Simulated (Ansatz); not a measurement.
**ZrC: density, localisation and related maps**

The calculation's input:

```
crystal:
  lattice:
    - [3.3914762718, 0.0, 0.0]
    - [-1.6957381359, 2.9371046077, 0.0]
    - [0.0, 0.0, 5.290053]
  atoms:
    - { symbol: Zr, position: [0.6666666667, 0.3333333333, 0.75] }
    - { symbol: Zr, position: [0.3333333333, 0.6666666667, 0.25] }
    - { symbol: C, position: [0.0, 0.0, 0.5] }
    - { symbol: C, position: [0.0, 0.0, 0.0] }
hamiltonian:
  xc: hse06
  pseudopotentials: { kind: paw }
kpoints:
  mp_grid: { grid: [6, 6, 4] }
scf:
  occupations: { method: fermi_dirac, width: 0.05 }
output:
  forces: true
  stress: true
  eigenvalues: true
  write_density: true
  write_potential: true
  elf: true
  volumetric_format: npy
relax:
  f_tol: 0.01
  max_steps: 40
  cell: { stress_tol: 0.05 }
```

Below, planes, directions and counts refer to the conventional cell (a = 3.35 Å, b = 3.35 Å, c = 5.29 Å, α = 90.00°, β = 90.00°, γ = 120.00°).

The fields are those of the run's last geometry, not of the input's.

Space group P6₃/mmc; a structure from a database of computed crystals, not necessarily the ambient phase.

These are results of Kohn-Sham DFT of a periodic cell, HSE06, Ansatz PAW (Ansatz), not measurements.

In a PAW calculation such maps are meaningful between the atoms, not at the nuclei.

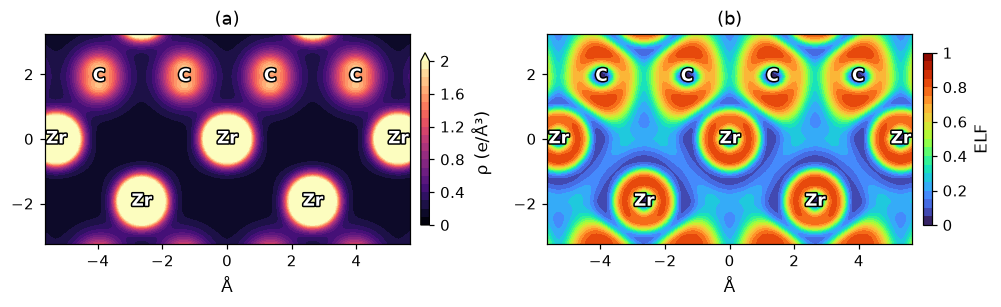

Figure 1. (a) valence pseudo-density; (b) electron localisation function on the (110) plane of the conventional cell.

Question: What do the fields say about this system?

Answer:
- Atoms in the plane: Zr and C.
- Zr–C (2.34 Å): ρ is about 0.45 e/Å³ halfway; the ELF peaks at about 0.80 in the valence shell of C, 0.7 Å from its nucleus, and is about 0.20 at the midpoint: no localised pair shows between them.
- Between the atoms the lowest density in this plane is 0.1 e/Å³.
- The features right at Zr lie inside the PAW spheres, where the map follows smoothed inner orbitals and isn't to be read closely.

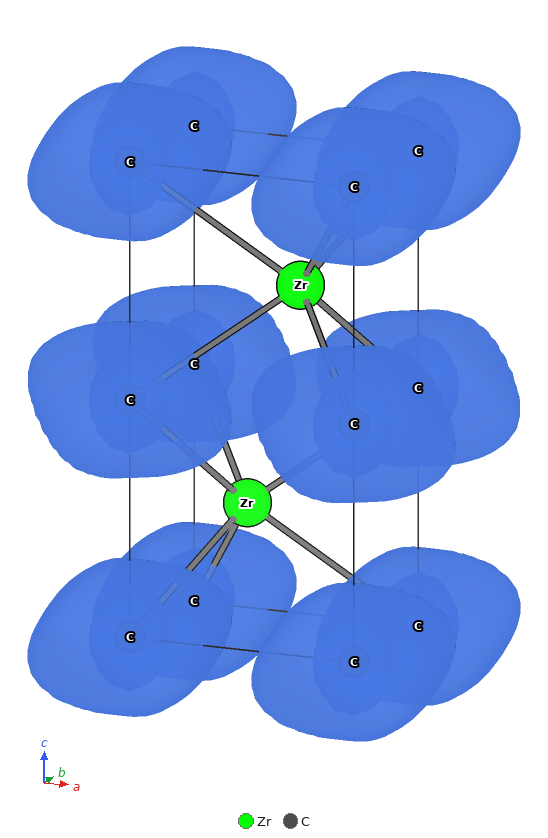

Figure 2. Isosurface of the ELF at 0.65 (blue), seen slightly off an axis. Only the valence region is drawn (cores and ρ < 0.01 e/Å³ removed). Sticks mark near contacts.

Question: Identify the bonds, lone pairs and shells in this picture.

Answer: At this value the surface marks out two regions wrapped around C (the valence shell of each), counted in one cell of 4 atoms. Regions shared between cells count once.

Question: Metal or insulator at this level of theory?

Answer: It is gapless in this calculation (a metal or semimetal).
